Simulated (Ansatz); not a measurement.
**Geometry relaxation, with input and output: SnO2 (part 2 of 2)**

SnO2 (P-3m1, 3 atoms in the cell); DFT PBE, scalar-relativistic, plane waves, PAW, no spin polarisation (Ansatz 0.2.0); cutoff 420 eV, 12×12×6 k-mesh, Gaussian smearing of 0.02 eV. The structure was made by a generator, so it may or may not be a known phase.

Geometry of the input (Å; fractional positions):
```
3.2281  0.0000  0.0000
-1.6141  2.7956  0.0000
0.0000  0.0000  5.1835
Sn 0.0000  0.0000  0.0000
O  0.3333  0.6667  0.1950
O  0.6667  0.3333  0.8050
```

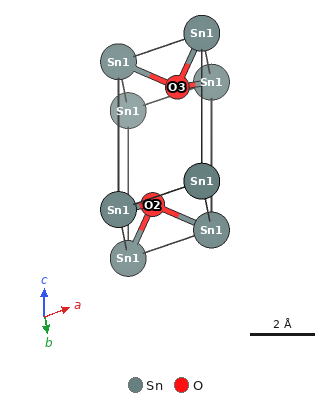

The geometry at step 6 of the log (ball-and-stick view of the cell of the calculation, seen at an oblique angle; atoms are numbered from 1 in the order of the input).

Output, continued:
```
Crystal: 3 atoms, lattice volume = 48.743 Å³
preconditioner: auto → none  [insulator: Δε(μ)=2.272 eV  Ē_g=19.564 eV  σ=0.020 eV  W_gap=1.00  n_scr=10 (ndim 8)  ℏωp=27.1 eV  f_vac=0.256  D(μ)=0.00/eV (n_scr^D=0)  ε∞_Penn≈2.9]
SCF 11 converged in 6 iterations: F = -7158.524220 eV  dr2 = 1.39e-11
relax step  11: F+E_penalty+E_count = -7158.52421974 eV  Δ(F+E_penalty+E_count) = +3.460e-4 eV  max|allowed force component| = 1.840e-4 eV/Å  Δτ_max = 0.0015 Å  P = +0.001 GPa  Ω = 48.743 Å³  energy of the carried Pulay correction = -2.400e-3 eV  (6 SCF iters, accepted)
Basis set: ecut = 420 eV, 967 PW (Γ), exchange–correlation on 48×48×80 points (8 copies of the dense FFT grid, shifted against one another)
preconditioner: auto → none  [insulator: Δε(μ)=2.271 eV  Ē_g=19.565 eV  σ=0.020 eV  W_gap=1.00  n_scr=10 (ndim 8)  ℏωp=27.1 eV  f_vac=0.255  D(μ)=0.00/eV (n_scr^D=0)  ε∞_Penn≈2.9]
SCF 12 converged in 6 iterations: F = -7158.526854 eV  dr2 = 7.59e-13
relax step  12: F+E_penalty+E_count = -7158.52685401 eV  Δ(F+E_penalty+E_count) = -2.634e-3 eV  max|allowed force component| = 2.230e-4 eV/Å  Δτ_max = 0.0000 Å  P = +0.017 GPa  Ω = 48.743 Å³  stress off target by 8.45e-2 GPa  SCF on the basis re-selected at this cell (its energy is not comparable with the rows above)  (6 SCF iters)
basis re-selected at this cell: Δ(F+E_penalty+E_count) = -2.634e-3 eV, ΔP = +0.016 GPa vs the last step (what re-selecting the basis moved, of the pressure what is left beyond the Pulay correction that the steps carried, after the strain that the cell walked since its last selection, with what the two solves' SCF thresholds leave and, on support functions, any second-order correction that the steps lacked; it is no measure of the basis error at this ecutwfc). The dense FFT grid was sized anew with the basis: this SCF ran on 24×24×40 points, the steps before it on 24×24×36, so part of this shift can come from that change (see relax.cell in the input reference). This SCF's stress stands 8.45e-2 GPa from its target on what of the cell is left free (relax.cell.stress_tol is 5.00e-2 GPa) and its largest allowed force component is 2.23e-4 eV/Å (relax.f_tol is 1.00e-2 eV/Å): not within both, so this SCF does not close the relaxation
Crystal: 3 atoms, lattice volume = 49.079 Å³
preconditioner: auto → none  [insulator: Δε(μ)=2.290 eV  Ē_g=19.552 eV  σ=0.020 eV  W_gap=1.00  n_scr=10 (ndim 8)  ℏωp=27.0 eV  f_vac=0.260  D(μ)=0.00/eV (n_scr^D=0)  ε∞_Penn≈2.9]
SCF 13 converged in 5 iterations: F = -7158.525524 eV  dr2 = 1.20e-8
relax step  13: F+E_penalty+E_count = -7158.52552446 eV  Δ(F+E_penalty+E_count) = +1.330e-3 eV  max|allowed force component| = 1.352e-5 eV/Å  Δτ_max = 0.0067 Å  P = +0.023 GPa  Ω = 49.079 Å³  energy of the carried Pulay correction = -1.431e-3 eV  (5 SCF iters, dr2 threshold 1.79e-8 eV, accepted)
preconditioner: auto → none  [insulator: Δε(μ)=2.285 eV  Ē_g=19.557 eV  σ=0.020 eV  W_gap=1.00  n_scr=10 (ndim 8)  ℏωp=27.0 eV  f_vac=0.259  D(μ)=0.00/eV (n_scr^D=0)  ε∞_Penn≈2.9]
SCF 14 converged in 6 iterations: F = -7158.526997 eV  dr2 = 5.27e-13
relax step  14: F+E_penalty+E_count = -7158.52699711 eV  Δ(F+E_penalty+E_count) = -1.473e-3 eV  max|allowed force component| = 3.189e-4 eV/Å  Δτ_max = 0.0000 Å  P = +0.031 GPa  Ω = 49.079 Å³  stress off target by 5.70e-2 GPa  SCF on the basis re-selected at this cell (its energy is not comparable with the rows above)  (6 SCF iters)
basis re-selected at this cell: Δ(F+E_penalty+E_count) = -1.473e-3 eV, ΔP = +0.008 GPa vs the last step (what re-selecting the basis moved, of the pressure what is left beyond the Pulay correction that the steps carried, after the strain that the cell walked since its last selection, with what the two solves' SCF thresholds leave and, on support functions, any second-order correction that the steps lacked; it is no measure of the basis error at this ecutwfc). This SCF's stress stands 5.70e-2 GPa from its target on what of the cell is left free (relax.cell.stress_tol is 5.00e-2 GPa) and its largest allowed force component is 3.19e-4 eV/Å (relax.f_tol is 1.00e-2 eV/Å): not within both, so this SCF does not close the relaxation
Crystal: 3 atoms, lattice volume = 49.358 Å³
Basis set: ecut = 420 eV, 979 PW (Γ), exchange–correlation on 48×48×80 points (8 copies of the dense FFT grid, shifted against one another)
preconditioner: auto → none  [insulator: Δε(μ)=2.295 eV  Ē_g=19.544 eV  σ=0.020 eV  W_gap=1.00  n_scr=10 (ndim 8)  ℏωp=27.0 eV  f_vac=0.264  D(μ)=0.00/eV (n_scr^D=0)  ε∞_Penn≈2.9]
SCF 15 converged in 6 iterations: F = -7158.525882 eV  dr2 = 1.66e-10
relax step  15: F+E_penalty+E_count = -7158.52588241 eV  Δ(F+E_penalty+E_count) = +1.115e-3 eV  max|allowed force component| = 1.676e-3 eV/Å  Δτ_max = 0.0054 Å  P = -0.006 GPa  Ω = 49.358 Å³  energy of the carried Pulay correction = -1.166e-3 eV  (6 SCF iters, dr2 threshold 8.11e-9 eV, accepted)
preconditioner: auto → none  [insulator: Δε(μ)=2.291 eV  Ē_g=19.548 eV  σ=0.020 eV  W_gap=1.00  n_scr=10 (ndim 8)  ℏωp=27.0 eV  f_vac=0.262  D(μ)=0.00/eV (n_scr^D=0)  ε∞_Penn≈2.9]
SCF 16 converged in 5 iterations: F = -7158.527069 eV  dr2 = 2.22e-11
relax step  16: F+E_penalty+E_count = -7158.52706899 eV  Δ(F+E_penalty+E_count) = -1.187e-3 eV  max|allowed force component| = 1.555e-3 eV/Å  Δτ_max = 0.0000 Å  P = -0.001 GPa  Ω = 49.358 Å³  stress off target by 5.01e-2 GPa  SCF on the basis re-selected at this cell (its energy is not comparable with the rows above)  (5 SCF iters)
basis re-selected at this cell: Δ(F+E_penalty+E_count) = -1.187e-3 eV, ΔP = +0.006 GPa vs the last step (what re-selecting the basis moved, of the pressure what is left beyond the Pulay correction that the steps carried, after the strain that the cell walked since its last selection, with what the two solves' SCF thresholds leave and, on support functions, any second-order correction that the steps lacked; it is no measure of the basis error at this ecutwfc). This SCF's stress stands 5.01e-2 GPa from its target on what of the cell is left free (relax.cell.stress_tol is 5.00e-2 GPa) and its largest allowed force component is 1.55e-3 eV/Å (relax.f_tol is 1.00e-2 eV/Å): not within both, so this SCF does not close the relaxation
Crystal: 3 atoms, lattice volume = 49.534 Å³
preconditioner: auto → none  [insulator: Δε(μ)=2.303 eV  Ē_g=19.542 eV  σ=0.020 eV  W_gap=1.00  n_scr=10 (ndim 8)  ℏωp=26.9 eV  f_vac=0.266  D(μ)=0.00/eV (n_scr^D=0)  ε∞_Penn≈2.9]
SCF 17 converged in 5 iterations: F = -7158.526364 eV  dr2 = 3.53e-9
relax step  17: F+E_penalty+E_count = -7158.52636404 eV  Δ(F+E_penalty+E_count) = +7.050e-4 eV  max|allowed force component| = 5.137e-4 eV/Å  Δτ_max = 0.0033 Å  P = +0.016 GPa  Ω = 49.534 Å³  energy of the carried Pulay correction = -7.300e-4 eV  (5 SCF iters, dr2 threshold 6.27e-9 eV, accepted)
iter 1 solved again at ethr=8.79e-8 eV; its pass at ethr=3.10e-3 eV (dr2=2.29e-5 eV) is discarded
SCF iter   1: F=—  HF=-7158.526963 eV  |F-HF|=—  |Δ(HF+E_count)|=         —  Δρ=5.10e-5  dr2=8.66e-8  ethr=8.79e-8  ⟨swp⟩=3.3  Hψ=14581  notcnv=0
preconditioner: auto → none  [insulator: Δε(μ)=2.301 eV  Ē_g=19.545 eV  σ=0.020 eV  W_gap=1.00  n_scr=10 (ndim 8)  ℏωp=26.9 eV  f_vac=0.266  D(μ)=0.00/eV (n_scr^D=0)  ε∞_Penn≈2.9]
SCF iter   2: F=—  HF=-7158.527004 eV  |F-HF|=—  |Δ(HF+E_count)|=   4.16e-5  Δρ=2.48e-5  dr2=2.19e-8  ethr=3.33e-10  ⟨swp⟩=2.4  Hψ=2773  notcnv=0
SCF iter   3: F=—  HF=-7158.527015 eV  |F-HF|=—  |Δ(HF+E_count)|=   1.04e-5  Δρ=7.23e-6  dr2=1.22e-8  ethr=8.43e-11  ⟨swp⟩=2.8  Hψ=2753  notcnv=0
SCF iter   4: F=—  HF=-7158.527015 eV  |F-HF|=—  |Δ(HF+E_count)|=   3.72e-7  Δρ=1.21e-6  dr2=2.50e-10  ethr=4.68e-11  ⟨swp⟩=2.0  Hψ=2411  notcnv=0
SCF iter   5: F=-7158.527015 eV  HF=-7158.527015 eV  |F-HF|=1.72e-10  |Δ(HF+E_count)|=   8.55e-9  Δρ=1.98e-7  dr2=1.24e-11  ethr=1.00e-12  ⟨swp⟩=5.4  Hψ=9458  notcnv=0
SCF 18 converged in 5 iterations: F = -7158.527015 eV  dr2 = 1.24e-11
relax step  18: F+E_penalty+E_count = -7158.52701511 eV  Δ(F+E_penalty+E_count) = -6.511e-4 eV  max|allowed force component| = 6.834e-4 eV/Å  Δτ_max = 0.0000 Å  P = +0.020 GPa  Ω = 49.534 Å³  stress off target by 2.21e-2 GPa  SCF on the basis re-selected at this cell (its energy is not comparable with the rows above)  (5 SCF iters)
basis re-selected at this cell: Δ(F+E_penalty+E_count) = -6.511e-4 eV, ΔP = +0.003 GPa vs the last step (what re-selecting the basis moved, of the pressure what is left beyond the Pulay correction that the steps carried, after the strain that the cell walked since its last selection, with what the two solves' SCF thresholds leave and, on support functions, any second-order correction that the steps lacked; it is no measure of the basis error at this ecutwfc). This SCF's stress stands 2.21e-2 GPa from its target on what of the cell is left free (relax.cell.stress_tol is 5.00e-2 GPa) and its largest allowed force component is 6.83e-4 eV/Å (relax.f_tol is 1.00e-2 eV/Å): within both
SCF converged after 5 iterations
Free energy (F): -7158.527015 eV
Harris-Foulkes:  -7158.527015 eV  (|F-HF|=1.72e-10)
Internal energy: -7158.527015 eV  (E = F + TS)
E sigma→0 (E₀):  -7158.527015 eV
Fermi energy:    5.373552 eV
--- Per-component energies (eV) ---
  E_band       = -178.245456
  E_kinetic    = 537.629463
  E_local      = -2548.517840  (includes V_loc(G=0)·N_el)
  E_nonlocal   = 66.360696
  E_hartree    = 1244.758348
  E_xc         = -526.993338
  E_vxc        = -281.137562  (∫ρ·V_xc dr)
  E_paw        = -4462.353236  (= ΣΔE_a)
  E_vpaw       = -442.101689  (= ΣTr[D̂ρ^β])
  E_aug_tail   = 0.004817  (compensation charges beyond the density's cutoff)
  E_ewald      = -1469.415925
  E_smearing   = -0.000000  (= −TS)
  E_closure    = -0.000000  (closes the sum)
  Σ components = -7158.527015   (vs F -7158.527015, Δ=0.00e0)
--- Forces (eV/Å), atoms counted from 1 ---
  atom   1  Sn     0.00000000     0.00000000     0.00000000
  atom   2  O     -0.00000000    -0.00000000    -0.00068338
  atom   3  O      0.00000000     0.00000000     0.00068338
  max |Σ_I F_I| component: 9.25e-18 eV/Å
--- Stress (GPa, compression-positive) ---
        0.018484       0.000000       0.000000
        0.000000       0.018484      -0.000000
        0.000000      -0.000000       0.022091
  P = ⅓ Tr σ = 0.0197 GPa (0.197 kbar)
--- Band table (eV; the first three rows and the last of 100) ---
  k-point 0: bands = ["-15.6619", "-15.4568", "-15.4568", "-15.2688", "-15.2688", "-13.5571", "-11.8473", "0.5856", "3.0543", "3.0543", "3.4819", "3.4819", "3.8971", "6.5237", "10.1164", "14.2639", "15.5359"]
  k-point 1: bands = ["-15.6619", "-15.4568", "-15.4568", "-15.2688", "-15.2688", "-13.5527", "-11.8541", "0.6226", "3.0530", "3.0530", "3.4844", "3.4844", "3.7644", "6.6920", "10.0634", "14.2895", "15.5325"]
  k-point 2: bands = ["-15.6617", "-15.4568", "-15.4568", "-15.2688", "-15.2688", "-13.5439", "-11.8679", "0.7015", "3.0494", "3.0494", "3.4883", "3.4883", "3.5225", "7.0145", "9.9419", "14.3520", "15.5250"]
  k-point 99: bands = ["-15.8750", "-15.8750", "-15.2911", "-15.2911", "-15.2670", "-11.3085", "-11.3085", "-2.0823", "0.6865", "0.6865", "1.6484", "4.1249", "4.1249", "10.4443", "13.6936", "14.5320", "14.5320"]
--- Relaxed structure (12 steps of the walk, 12 accepted, 6 SCFs on fresh bases) ---
  F+E_penalty+E_count = -7158.52701511 eV   max|allowed force component| = 6.834e-4 eV/Å   (the final SCF, on the basis selected at the relaxed cell)
  cell:  # Å, volume = 49.5342 Å³
    - [3.2277956368774676, -2.8864369041149017e-11, -6.304838897651241e-29]
    - [-1.613897818413736, 2.7953530197748906, 6.103522504369407e-18]
    - [2.8456764725078993e-33, 1.1316816342343295e-17, 5.489874032446365]
  atoms:
    - { symbol: Sn, position: [6.989783448487619e-34, -4.366643115892652e-34, -1.3595581123647458e-19] }
    - { symbol: O, position: [0.33333333333333315, 0.6666666666666664, 0.18428832344536872] }
    - { symbol: O, position: [0.6666666666666665, 0.33333333333333326, 0.8157116765546313] }
```

Trajectory as extended XYZ (Å, eV, eV/Å), 18 frames, from step=1 to step=18:
```
3
Lattice="3.2281 0.0000 0.0000 -1.6141 2.7956 0.0000 0.0000 0.0000 5.1835" Properties=species:S:1:pos:R:3:forces:R:3 step=1 energy=-7158.52449 pressure_GPa=0.19
Sn    0.0000    0.0000    0.0000    0.0000   0.0000   0.0000
O     0.0000    1.8638    1.0106    0.0000   0.0000   0.0032
O     1.6141    0.9319    4.1730    0.0000   0.0000  -0.0032
3
Lattice="3.2294 0.0000 0.0000 -1.6147 2.7968 0.0000 0.0000 0.0000 5.2198" Properties=species:S:1:pos:R:3:forces:R:3 step=2 energy=-7158.52341 pressure_GPa=0.03
Sn    0.0000    0.0000    0.0000    0.0000   0.0000   0.0000
O     0.0000    1.8645    1.0100    0.0000   0.0000   0.0055
O     1.6147    0.9323    4.2098    0.0000   0.0000  -0.0055
3
Lattice="3.2271 0.0000 0.0000 -1.6136 2.7948 0.0000 0.0000 0.0000 5.2696" Properties=species:S:1:pos:R:3:forces:R:3 step=3 energy=-7158.52196 pressure_GPa=0.01
Sn    0.0000    0.0000    0.0000    0.0000   0.0000   0.0000
O     0.0000    1.8632    1.0122    0.0000   0.0000  -0.0086
O     1.6136    0.9316    4.2573    0.0000   0.0000   0.0086
3
Lattice="3.2283 0.0000 0.0000 -1.6141 2.7958 0.0000 0.0000 0.0000 5.2650" Properties=species:S:1:pos:R:3:forces:R:3 step=4 energy=-7158.52201 pressure_GPa=-0.01
Sn    0.0000    0.0000    0.0000    0.0000   0.0000   0.0000
O     0.0000    1.8638    1.0110    0.0000   0.0000   0.0010
O     1.6141    0.9319    4.2540    0.0000   0.0000  -0.0010
3
Lattice="3.2283 0.0000 0.0000 -1.6141 2.7958 0.0000 0.0000 0.0000 5.2650" Properties=species:S:1:pos:R:3:forces:R:3 step=5 energy=-7158.52564 pressure_GPa=0.10
Sn    0.0000    0.0000    0.0000    0.0000   0.0000   0.0000
O     0.0000    1.8638    1.0110    0.0000   0.0000   0.0004
O     1.6141    0.9319    4.2540    0.0000   0.0000  -0.0004
3
Lattice="3.2282 0.0000 0.0000 -1.6141 2.7957 0.0000 0.0000 0.0000 5.3190" Properties=species:S:1:pos:R:3:forces:R:3 step=6 energy=-7158.52393 pressure_GPa=0.05
Sn    0.0000    0.0000    0.0000    0.0000   0.0000   0.0000
O     0.0000    1.8638    1.0111    0.0000   0.0000   0.0017
O     1.6141    0.9319    4.3079    0.0000   0.0000  -0.0017
3
Lattice="3.2286 0.0000 0.0000 -1.6143 2.7960 0.0000 0.0000 0.0000 5.3376" Properties=species:S:1:pos:R:3:forces:R:3 step=7 energy=-7158.52316 pressure_GPa=-0.05
Sn    0.0000    0.0000    0.0000    0.0000   0.0000   0.0000
O     0.0000    1.8640    1.0117    0.0000   0.0000  -0.0075
O     1.6143    0.9320    4.3260    0.0000   0.0000   0.0075
3
Lattice="3.2284 0.0000 0.0000 -1.6142 2.7959 0.0000 0.0000 0.0000 5.3396" Properties=species:S:1:pos:R:3:forces:R:3 step=8 energy=-7158.52311 pressure_GPa=-0.00
Sn    0.0000    0.0000    0.0000    0.0000   0.0000   0.0000
O     0.0000    1.8639    1.0112    0.0000   0.0000  -0.0003
O     1.6142    0.9320    4.3284    0.0000   0.0000   0.0003
3
Lattice="3.2284 0.0000 0.0000 -1.6142 2.7959 0.0000 0.0000 0.0000 5.3396" Properties=species:S:1:pos:R:3:forces:R:3 step=9 energy=-7158.52638 pressure_GPa=0.05
Sn    0.0000    0.0000    0.0000    0.0000   0.0000   0.0000
O     0.0000    1.8639    1.0112    0.0000   0.0000  -0.0008
O     1.6142    0.9320    4.3284    0.0000   0.0000   0.0008
3
Lattice="3.2283 0.0000 0.0000 -1.6142 2.7958 0.0000 0.0000 0.0000 5.3918" Properties=species:S:1:pos:R:3:forces:R:3 step=10 energy=-7158.52457 pressure_GPa=0.01
Sn    0.0000    0.0000    0.0000    0.0000   0.0000   0.0000
O     0.0000    1.8639    1.0113    0.0000   0.0000   0.0000
O     1.6142    0.9319    4.3805    0.0000   0.0000   0.0000
3
Lattice="3.2284 0.0000 0.0000 -1.6142 2.7959 0.0000 0.0000 0.0000 5.4000" Properties=species:S:1:pos:R:3:forces:R:3 step=11 energy=-7158.52422 pressure_GPa=0.00
Sn    0.0000    0.0000    0.0000    0.0000   0.0000   0.0000
O     0.0000    1.8639    1.0113    0.0000   0.0000   0.0002
O     1.6142    0.9320    4.3888    0.0000   0.0000  -0.0002
3
Lattice="3.2284 0.0000 0.0000 -1.6142 2.7959 0.0000 0.0000 0.0000 5.4000" Properties=species:S:1:pos:R:3:forces:R:3 step=12 energy=-7158.52685 pressure_GPa=0.02
Sn    0.0000    0.0000    0.0000    0.0000   0.0000   0.0000
O     0.0000    1.8639    1.0113    0.0000   0.0000  -0.0002
O     1.6142    0.9320    4.3888    0.0000   0.0000   0.0002
3
Lattice="3.2280 0.0000 0.0000 -1.6140 2.7955 0.0000 0.0000 0.0000 5.4389" Properties=species:S:1:pos:R:3:forces:R:3 step=13 energy=-7158.52552 pressure_GPa=0.02
Sn    0.0000    0.0000    0.0000    0.0000   0.0000   0.0000
O     0.0000    1.8637    1.0115    0.0000   0.0000   0.0000
O     1.6140    0.9318    4.4274    0.0000   0.0000   0.0000
3
Lattice="3.2280 0.0000 0.0000 -1.6140 2.7955 0.0000 0.0000 0.0000 5.4389" Properties=species:S:1:pos:R:3:forces:R:3 step=14 energy=-7158.52700 pressure_GPa=0.03
Sn    0.0000    0.0000    0.0000    0.0000   0.0000   0.0000
O     0.0000    1.8637    1.0115    0.0000   0.0000  -0.0003
O     1.6140    0.9318    4.4274    0.0000   0.0000   0.0003
3
Lattice="3.2284 0.0000 0.0000 -1.6142 2.7959 0.0000 0.0000 0.0000 5.4682" Properties=species:S:1:pos:R:3:forces:R:3 step=15 energy=-7158.52588 pressure_GPa=-0.01
Sn    0.0000    0.0000    0.0000    0.0000   0.0000   0.0000
O     0.0000    1.8639    1.0112    0.0000   0.0000   0.0017
O     1.6142    0.9320    4.4569    0.0000   0.0000  -0.0017
3
Lattice="3.2284 0.0000 0.0000 -1.6142 2.7959 0.0000 0.0000 0.0000 5.4682" Properties=species:S:1:pos:R:3:forces:R:3 step=16 energy=-7158.52707 pressure_GPa=-0.00
Sn    0.0000    0.0000    0.0000    0.0000   0.0000   0.0000
O     0.0000    1.8639    1.0112    0.0000   0.0000   0.0016
O     1.6142    0.9320    4.4569    0.0000   0.0000  -0.0016
3
Lattice="3.2278 0.0000 0.0000 -1.6139 2.7954 0.0000 0.0000 0.0000 5.4899" Properties=species:S:1:pos:R:3:forces:R:3 step=17 energy=-7158.52636 pressure_GPa=0.02
Sn    0.0000    0.0000    0.0000    0.0000   0.0000   0.0000
O     0.0000    1.8636    1.0117    0.0000   0.0000  -0.0005
O     1.6139    0.9318    4.4782    0.0000   0.0000   0.0005
3
Lattice="3.2278 0.0000 0.0000 -1.6139 2.7954 0.0000 0.0000 0.0000 5.4899" Properties=species:S:1:pos:R:3:forces:R:3 step=18 energy=-7158.52701 pressure_GPa=0.02
Sn    0.0000    0.0000    0.0000    0.0000   0.0000   0.0000
O     0.0000    1.8636    1.0117    0.0000   0.0000  -0.0007
O     1.6139    0.9318    4.4782    0.0000   0.0000   0.0007
```

Summary:

```tsv
quantity	value
outcome	converged
space group (tolerance 0.01 Å)	P-3m1 (164)
electrons treated	26
free energy	−7158.5270 eV
Fermi energy	5.374 eV
gap on the k-point mesh	2.30 eV
pressure	0.02 GPa
final volume	49.53 Å³
largest force (length of the vector) at the end	0.001 eV/Å
final cell	a = 3.228 Å, b = 3.228 Å, c = 5.490 Å, α = 90.00°, β = 90.00°, γ = 120.00°
hardware	1 thread of Arm Neoverse V2, 24 GiB of memory available, shared host
wall time	80 s
peak memory	0.39 GiB
```
